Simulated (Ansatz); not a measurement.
Geometry relaxation of GaAs (part 1 of 3)

The run: geometry relaxation of GaAs (slab, 16 atoms in the cell). Method and program: DFT PBE+D3(BJ), scalar-relativistic, plane waves, PAW, no spin polarisation (Ansatz 0.2.0).

The structure derives from an entry of the Crystallography Open Database. The input holds or restrains some coordinates. Forces given for the steps count only the free coordinates. It belongs to a series of runs on one base structure; here: clean slab, lower planes held. Figures and captions count atoms from 1; the log counts them from 0 in places.

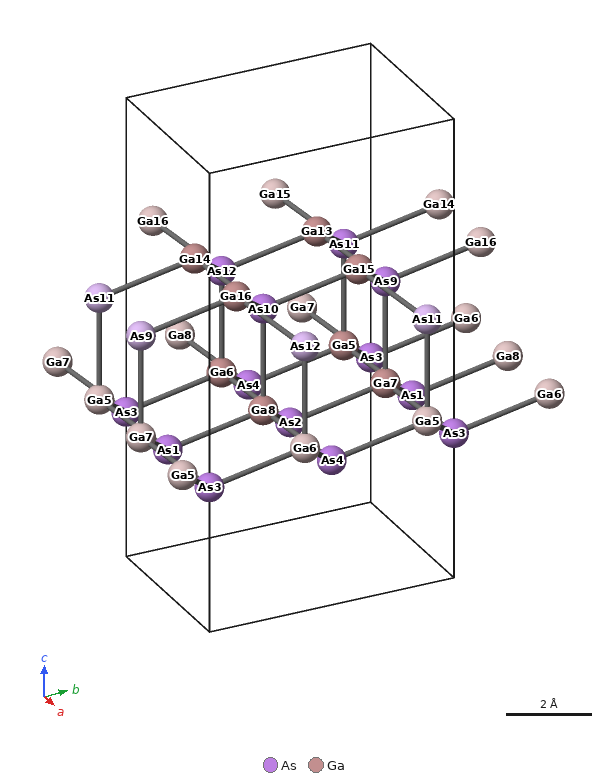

**Figure 1.** The structure as given in the input (ball-and-stick view of the cell of the calculation, with the vacuum cut short, seen slightly off an axis; neighbours outside the cell are drawn fainter; atoms are numbered from 1 in the order of the input). An atom can appear more than once, as a periodic image. Near neighbours in the periodic cell (some may lie outside the picture): As has 3 Ga at 2.46 Å; Ga has 4 As at 2.46 Å; As has 4 Ga at 2.46 Å; Ga has 3 As at 2.46 Å.

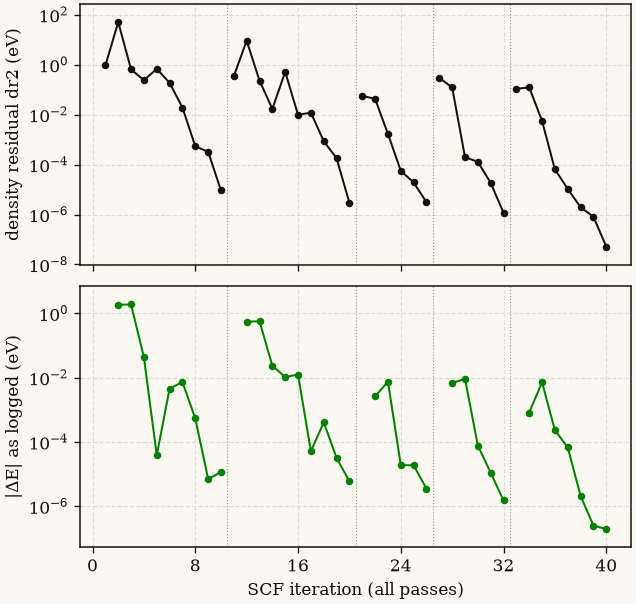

**Figure 2.** Convergence of the self-consistent field: density residual dr2 and size of the energy change against the SCF iteration. The dotted lines part the SCF passes of the relaxation: geometry steps, rejected trials and re-solves on a re-selected basis. The 5 passes take 6 to 10 iterations each, 40 in all.

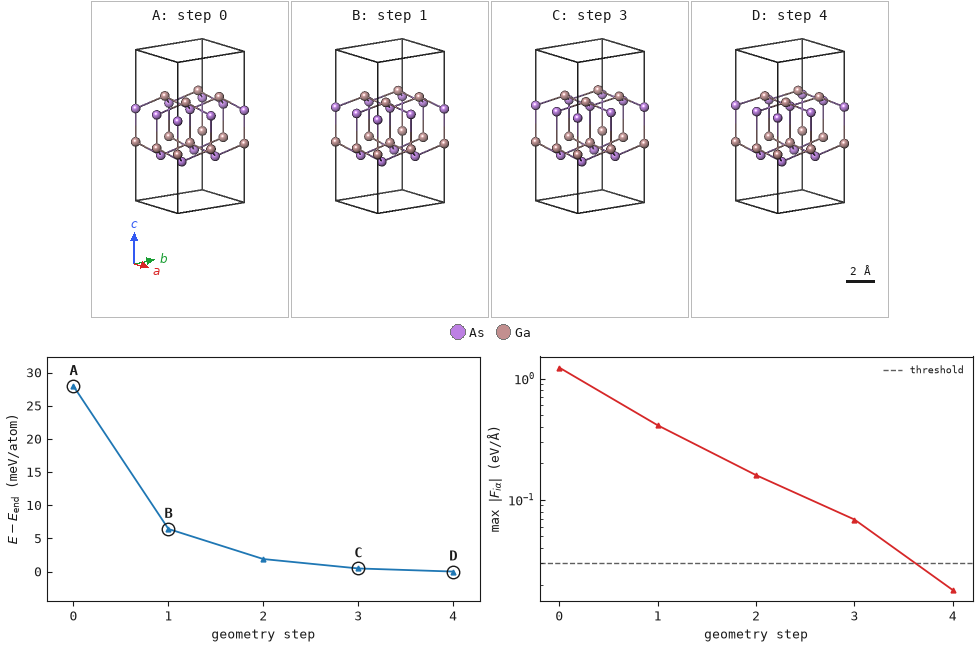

**Figure 3.** Frames of the restrained relaxation (ball-and-stick view of the cell of the calculation, with the vacuum cut short (origin shifted), seen slightly off an axis) above the curves, on which the letters mark them (the first geometry is step 0 here and step 1 in the log).

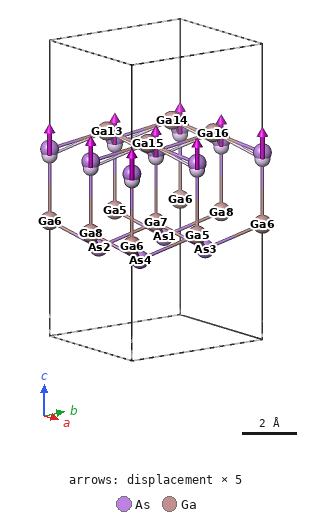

**Figure 4.** Start (faint) and end (solid) with the displacements as pink arrows, magnified 5 times (ball-and-stick view of the cell of the calculation, with the vacuum cut short (origin shifted), seen slightly off an axis). Over 4 geometry steps the energy falls by 27.9 meV per atom. The largest force component goes from 1.2 to 0.018 eV/Å. The largest moves, 0.24 Å, are those of As9, As10, As11 and As12. Largest moves by element: As 0.24 Å, Ga 0.01 Å. The lattice vectors keep their values. Distances before and after: Ga5–As11 2.458 → 2.702 Å, As10–Ga14 2.458 → 2.386 Å. Among the angles that change: Ga8–As10–Ga14 109.5° → 103.8°, As9–Ga13–As11 109.5° → 114.5°, Ga14–As10–Ga15 109.5° → 114.5°. (Atoms are counted from 1 in the order of the input.)

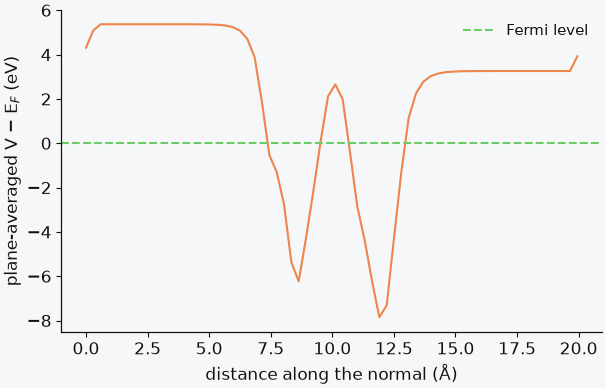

**Figure 5.** Plane average of the electrostatic potential energy of an electron across the cell, from the Fermi level. The vacuum level lies 3.26 eV above the Fermi level on the upper side and 5.37 eV on the lower.

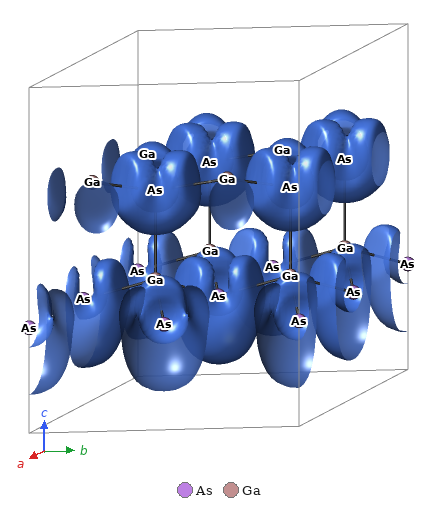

**Figure 6.** Isosurface of the electron localisation function at 0.6 (blue), seen slightly off an axis. Core shells and regions of very low density are left out. Sticks mark near contacts. Along the contacts the grid gives the following. Ga–As (2.39 Å): the ELF peaks at about 0.75 between the atoms, which marks localised, shared-pair bonding. Ga–As (2.46 Å): the ELF is about 0.70 at the midpoint. The fields are those of the smooth PAW valence density.

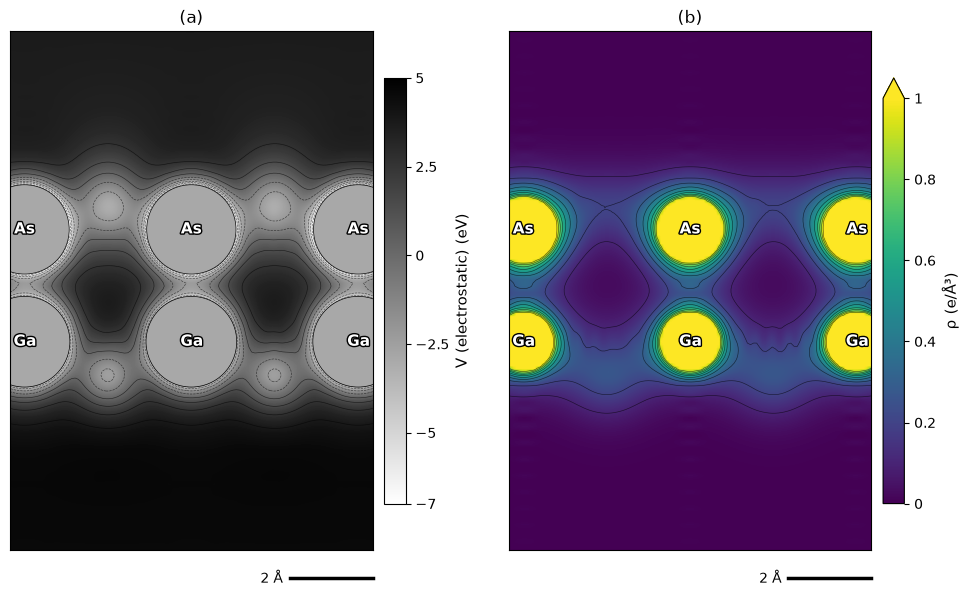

**Figure 7.** (a) electrostatic potential energy of an electron; (b) valence pseudo-density on the (010) plane of the calculation cell, a cut from vacuum to vacuum. Grey discs, where drawn, cover atomic cores. The section cuts through Ga and As sites. Ga–As (2.70 Å): the density is about 0.33 e/Å³ at the midpoint, with its minimum of 0.25 e/Å³ about 1.1 Å from Ga. The density dies away to nearly zero in the vacuum.

These pictures come from the run below.

Input file
```yaml
crystal:
  lattice:
    - [8.0267120191, 0.0, 0.0]
    - [-4.0133560095, 6.9513365174, 0.0]
    - [0.0, 0.0, 20.0961143248]
  atoms:
    - { symbol: As, position: [0.5, 0.0, 0.3980869073] }
    - { symbol: As, position: [0.5, 0.5, 0.3980869073] }
    - { symbol: As, position: [0.0, 0.0, 0.3980869073] }
    - { symbol: As, position: [0.0, 0.5, 0.3980869073] }
    - { symbol: Ga, position: [0.1666666667, 0.8333333333, 0.4388521444] }
    - { symbol: Ga, position: [0.1666666667, 0.3333333333, 0.4388521444] }
    - { symbol: Ga, position: [0.6666666667, 0.8333333333, 0.4388521444] }
    - { symbol: Ga, position: [0.6666666667, 0.3333333333, 0.4388521444] }
    - { symbol: As, position: [0.6666666667, 0.8333333333, 0.5611478556] }
    - { symbol: As, position: [0.6666666667, 0.3333333333, 0.5611478556] }
    - { symbol: As, position: [0.1666666667, 0.8333333333, 0.5611478556] }
    - { symbol: As, position: [0.1666666667, 0.3333333333, 0.5611478556] }
    - { symbol: Ga, position: [0.3333333333, 0.6666666667, 0.6019130927] }
    - { symbol: Ga, position: [0.3333333333, 0.1666666667, 0.6019130927] }
    - { symbol: Ga, position: [0.8333333333, 0.6666666667, 0.6019130927] }
    - { symbol: Ga, position: [0.8333333333, 0.1666666667, 0.6019130927] }
basis:
  ecutwfc: 420
kpoints:
  mp_grid: { grid: [2, 2, 1] }
hamiltonian:
  xc: pbe
  dispersion: d3bj
scf:
  occupations: { method: gaussian, width: 0.05 }
output:
  forces: true
  eigenvalues: true
  write_density: true
  write_potential: true
  elf: true
  volumetric_format: npy
relax:
  adjacent_minimum: "off"
  f_tol: 0.03
  max_steps: 70
  constraints: [{ sites: [0, 1, 2, 3, 4, 5, 6, 7] }]
efield:
  axis: 3
  dipole_correction: true
  ramp_width: 0.04
```

Launched with:
```bash
ansatz run input.yaml --threads 4 --pin off --max-ram 10240MiB --backend cpu --events-out ev --progress --plain --runs-dir out
```

What the program printed
```
Engine: ansatz 0.2.0, x86_64-unknown-linux-gnu
Pseudopotentials: kind: paw
Pseudopotential: As, paw, valence charge 15, recommended cutoff 420 eV (normal), As.paw.azcp
Pseudopotential: Ga, paw, valence charge 13, recommended cutoff 420 eV (normal), Ga.paw.azcp
Functional definition: PBE
  parameter kappa = 0.804
  parameter beta = 0.06672455060314922
  exchange = pbe_x(kappa = kappa, mu = beta*pi^2/3)
  correlation = pbe_c(beta = beta)
Crystal: 16 atoms, lattice volume = 1121.290 Å³
Basis set: ecut = 420 eV, 22009 PW (Γ), exchange–correlation on 108×108×270 points (8 copies of the dense FFT grid, shifted against one another)
Bands: 135, of which v1, the nominal top of the filled ones, is band 112 counted from 1 (111 counted from 0)
Symmetry: 24 space group operations
Space group: P3m1 (ITA 156), of the structure as read, at distance tolerance 1.0e-4 Å
k-points: 2 of 4
Non-local potential: As, projectors of the file, l = 0: 2, l = 1: 2, l = 2: 3, l = 3: 1
Non-local potential: Ga, projectors of the file, l = 0: 2, l = 1: 2, l = 2: 3, l = 3: 1
PAW form: soft (Blöchl's): semilocal exchange-correlation on the pseudo side does not see the compensation charge
PAW one-centre angular grid: As, 590 points (default); XC on 64 Gauss nodes
PAW one-centre angular grid: Ga, 590 points (default); XC on 64 Gauss nodes
Initial density: superposition of atomic densities (neutral atoms: chi_scale 0, normalization atom), corrected by the library's trained network
Initial wavefunctions: pseudopotential atomic-orbital guess
Functional: x = pbe(κ = 0.804, μ = 0.2195149727645171), c = pbe(β = 0.06672455060314922)
SCF iter   1: F=—  HF=-69115.459615 eV  |F-HF|=—  |Δ(HF+E_count)|=         —  Δρ=2.79e-3  dr2=9.30e-1  ethr=1.77e-3  p=0.524 e·Å  D=8.46e-2 V/Å  ΔV_dip=-1.70 eV  dr2_dipole=3.31e-1  V_vac-E_F(+/−)=3.50/5.20 eV  ⟨swp⟩=5.5  Hψ=962  notcnv=0  defer=14
efield: sawtooth ramp at fractional position 0.9800 (placed from the atoms, in the widest stretch of the axis that holds none; the zero of the levels goes with the place), width 0.0400; the density the first Hamiltonian is built on has a dipole p = 0.524 e·Å; the dipole correction subtracts the counter field D = 8.46e-2 V/Å, which shifts the + side's vacuum level by -1.70 eV against the − side's; the planar-averaged density in the ramp window peaks in size at 4.6e-5 e/Å³
preconditioner: auto → Resta (q_TF=auto, 2.086 Å⁻¹)  ε∞=1.9  [insulator: Δε(μ)=0.347 eV  Ē_g=13.800 eV  σ=0.050 eV  W_gap=1.00  n_scr=186 (ndim 8)  ℏωp=13.3 eV  f_vac=0.628  D(μ)=0.00/eV (n_scr^D=0)  ε∞_Penn≈1.9  vacuum switching on, ρ_ref=1.4e-2 e/Å³]
SCF iter   2: F=—  HF=-69117.301749 eV  |F-HF|=—  |Δ(HF+E_count)|=    1.84e0  Δρ=1.71e-2  dr2=5.04e1  ethr=4.15e-4  p=1.080 e·Å  D=1.74e-1 V/Å  ΔV_dip=-3.50 eV  dr2_dipole=2.12e1  V_vac-E_F(+/−)=2.62/6.13 eV  ⟨swp⟩=3.5  Hψ=371  notcnv=0  defer=32  recentre
preconditioner: auto → LDOS  [insulator: Δε(μ)=0.218 eV  Ē_g=13.617 eV  σ=0.050 eV  W_gap=0.67  n_scr=186 (ndim 8)  ℏωp=13.3 eV  f_vac=0.629  D(μ)=30.85/eV (n_scr^D=212)  ε∞_Penn≈2.0  β→1.0]
SCF iter   3: F=—  HF=-69115.416008 eV  |F-HF|=—  |Δ(HF+E_count)|=    1.89e0  Δρ=2.19e-3  dr2=6.43e-1  ethr=4.15e-4  p=0.546 e·Å  D=8.81e-2 V/Å  ΔV_dip=-1.77 eV  dr2_dipole=2.28e-1  V_vac-E_F(+/−)=3.45/5.22 eV  ⟨swp⟩=3.0  Hψ=354  notcnv=0  defer=22
SCF iter   4: F=—  HF=-69115.373285 eV  |F-HF|=—  |Δ(HF+E_count)|=   4.27e-2  Δρ=1.64e-3  dr2=2.39e-1  ethr=2.87e-4  p=0.590 e·Å  D=9.52e-2 V/Å  ΔV_dip=-1.91 eV  dr2_dipole=7.69e-2  V_vac-E_F(+/−)=3.34/5.25 eV  ⟨swp⟩=1.0  Hψ=312  notcnv=0  defer=28
SCF iter   5: F=—  HF=-69115.373247 eV  |F-HF|=—  |Δ(HF+E_count)|=   3.87e-5  Δρ=2.03e-3  dr2=6.77e-1  ethr=1.07e-4  p=0.643 e·Å  D=1.04e-1 V/Å  ΔV_dip=-2.09 eV  dr2_dipole=2.53e-1  V_vac-E_F(+/−)=3.21/5.30 eV  ⟨swp⟩=2.0  Hψ=275  notcnv=0  defer=28  recentre
SCF iter   6: F=—  HF=-69115.368661 eV  |F-HF|=—  |Δ(HF+E_count)|=   4.59e-3  Δρ=1.19e-3  dr2=1.86e-1  ethr=1.07e-4  p=0.595 e·Å  D=9.60e-2 V/Å  ΔV_dip=-1.93 eV  dr2_dipole=6.39e-2  V_vac-E_F(+/−)=3.32/5.25 eV  ⟨swp⟩=2.0  Hψ=273  notcnv=0  defer=28
SCF iter   7: F=—  HF=-69115.361400 eV  |F-HF|=—  |Δ(HF+E_count)|=   7.26e-3  Δρ=3.88e-4  dr2=1.91e-2  ethr=8.32e-5  p=0.611 e·Å  D=9.86e-2 V/Å  ΔV_dip=-1.98 eV  dr2_dipole=6.28e-3  V_vac-E_F(+/−)=3.27/5.25 eV  ⟨swp⟩=1.5  Hψ=313  notcnv=0  defer=35
SCF iter   8: F=—  HF=-69115.360863 eV  |F-HF|=—  |Δ(HF+E_count)|=   5.37e-4  Δρ=8.43e-5  dr2=5.36e-4  ethr=8.54e-6  p=0.616 e·Å  D=9.94e-2 V/Å  ΔV_dip=-2.00 eV  dr2_dipole=2.18e-4  V_vac-E_F(+/−)=3.25/5.25 eV  ⟨swp⟩=1.0  Hψ=235  notcnv=0  defer=35
SCF iter   9: F=—  HF=-69115.360856 eV  |F-HF|=—  |Δ(HF+E_count)|=   7.02e-6  Δρ=5.14e-5  dr2=3.26e-4  ethr=2.39e-7  p=0.615 e·Å  D=9.93e-2 V/Å  ΔV_dip=-2.00 eV  dr2_dipole=1.33e-4  V_vac-E_F(+/−)=3.26/5.25 eV  ⟨swp⟩=1.5  Hψ=249  notcnv=0  defer=35
SCF iter  10: F=-69115.360833 eV  HF=-69115.360844 eV  |F-HF|=1.13e-5  |Δ(HF+E_count)|=   1.15e-5  Δρ=2.20e-5  dr2=9.19e-6  ethr=1.00e-8  p=0.614 e·Å  D=9.90e-2 V/Å  ΔV_dip=-1.99 eV  dr2_dipole=1.70e-6  V_vac-E_F(+/−)=3.26/5.25 eV  ⟨swp⟩=19.5  Hψ=2555  notcnv=0
SCF 1 converged in 10 iterations: F = -69115.360833 eV  dr2 = 9.19e-6
  greatest PAW one-centre occupation: 0.999 electrons in one spin orbital (limit 2), on the As atom at site 3 (counted from 0), in its partial waves of l = 2
relax step   1: F+E_penalty+E_count = -69115.36083304 eV  Δ(F+E_penalty+E_count) = +0.000e0 eV  max|allowed force component| = 1.230e0 eV/Å  Δτ_max = 0.0000 Å  (10 SCF iters, dr2 threshold 2.25e-5 eV, accepted)
Initial density: handed on by an earlier stage of this run
Initial wavefunctions: those handed on with the density
iter 1 solved again at ethr=1.68e-4 eV; its pass at ethr=3.10e-3 eV (dr2=3.77e-1 eV) is discarded
```
